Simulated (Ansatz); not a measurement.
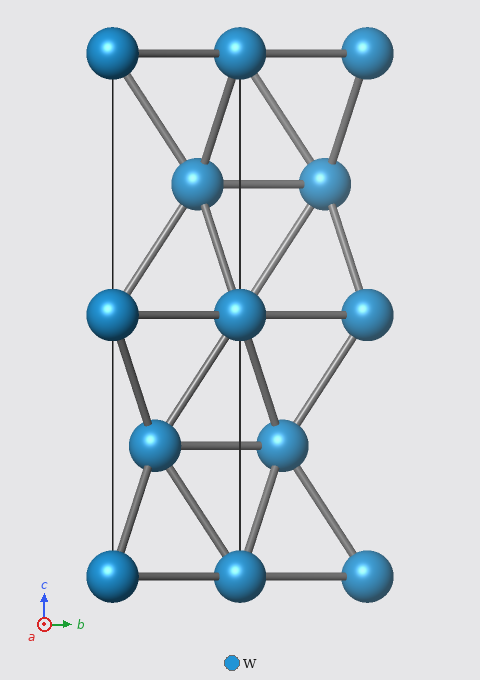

The picture looks along a close-packed row of the hexagonal mesh; c points upwards. Every atom sits on one of the three columns of the mesh; call them A, B, C in the order in which they first turn up. The sequence starts with the first layer at or above the cell's origin.

The compound is W, taken as the geometry relaxed with DFT r2SCAN, scalar-relativistic, plane waves, PAW in Ansatz; the starting structure was generated, so it need not be a known form of this composition.

> Read off the stacking sequence over one period.

W(A) – W(B) – W(A) – W(C) (four layers in 9.83 Å).

> Taking all atoms as equal spheres, what packing is it?

As equal spheres, ABAC: a mixed close packing, (ch) in Jagodzinski's notation.

> What short polytype symbol fits?

Polytype symbol 4H, Ramsdell's symbol (number of layers in the repeat and lattice).
